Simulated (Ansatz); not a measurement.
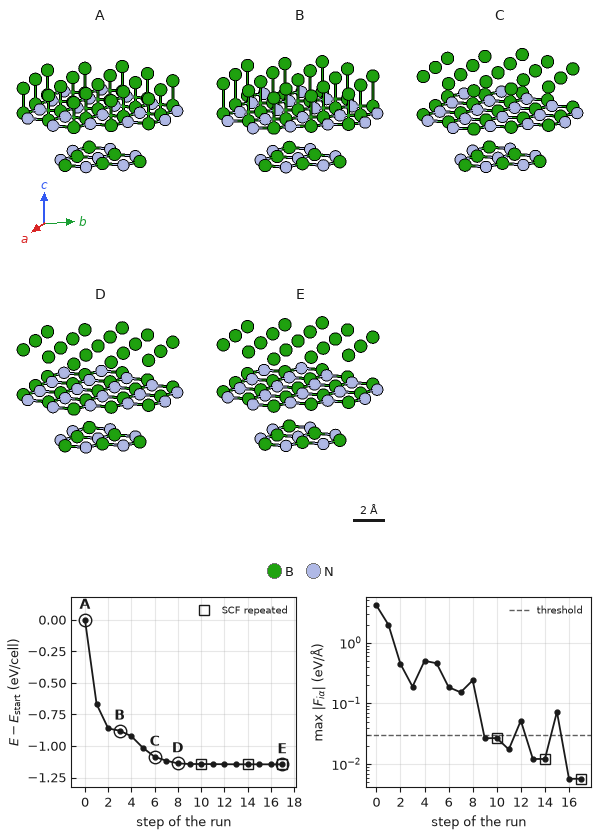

Frames of a constrained relaxation of a slab of composition B6N5 (cut from the P6_3/mmc phase), marked on the history of the run. The picture is a ball-and-stick view of the atoms within 5.8 Å of the atom that moves most (axes of the 3 × 3 repeat of the cell, outlined in the plane, without the vacuum), seen slightly off an axis.

Case: B put at a top B site. The slab is the (0 0 1) face of BN with B on it. 4 atoms are held fixed.

These are results of Ansatz, DFT PBE+D3(BJ), scalar-relativistic, plane waves, PAW, not measurements. Settings: plane-wave cutoff 420 eV; k-point mesh 12 × 12 × 1; occupations gaussian; smearing width 0.05 eV; collinear spin; dipole correction; atoms relaxed in a fixed cell; force threshold 0.03 eV/Å; at most 70 steps.

### What happens along the run?

The atom that moves furthest is a B atom (1.54 Å along the normal (+c)). Largest moves by element: B 1.54 Å, N 0.02 Å. The lattice vectors keep their values. Near-neighbour distances that change, for instance: B–B 1.680 → 3.192 Å. Bonds break: B–B (1.68 → 3.19 Å). After 14 accepted moves (17 points after the start) the energy has fallen by 1.145 eV per cell of the calculation. The largest force component goes from 4.1 to 0.0057 eV/Å. 3 steps only repeated the SCF at the same geometry. The forces were under the threshold at step 9, but the run went on from there. The program noted that the starting moments weren't kept. From step 0 to 3: a B atom moves most (0.32 Å), energy −0.879 eV per cell of the calculation. From step 3 to 6: a B atom moves most (0.49 Å), energy −0.207 eV per cell of the calculation. From step 6 to 8: a B atom moves most (0.38 Å), energy −52.2 meV per cell of the calculation. From step 8 to 17: a B atom moves most (0.34 Å), energy −7.8 meV per cell of the calculation.

```
step  E − E(0), meV/atom  largest force component, eV/Å                         note
   0                0.00                         4.1332                             
   1              -60.72                         1.9818                             
   2              -78.26                         0.4472                             
   3              -79.89                         0.1896                             
   4              -83.89                         0.5043                             
   5              -92.31                         0.4604                             
   6              -98.68                         0.1857                             
   7             -101.53                         0.1527                             
   8             -103.42                         0.2408                             
   9             -103.89                         0.0267                             
  10             -103.89                         0.0269  same geometry, SCF repeated
  11             -103.97                         0.0175                             
  12             -104.04                         0.0521                             
  13             -104.10                         0.0122                             
  14             -104.10                         0.0122  same geometry, SCF repeated
  15             -104.11                         0.0729                             
  16             -104.13                         0.0057                             
  17             -104.13                         0.0057  same geometry, SCF repeated
```

Limits of the set-up: the periodic images lie only 2.5 Å apart, so the values are limited by the cell's size.
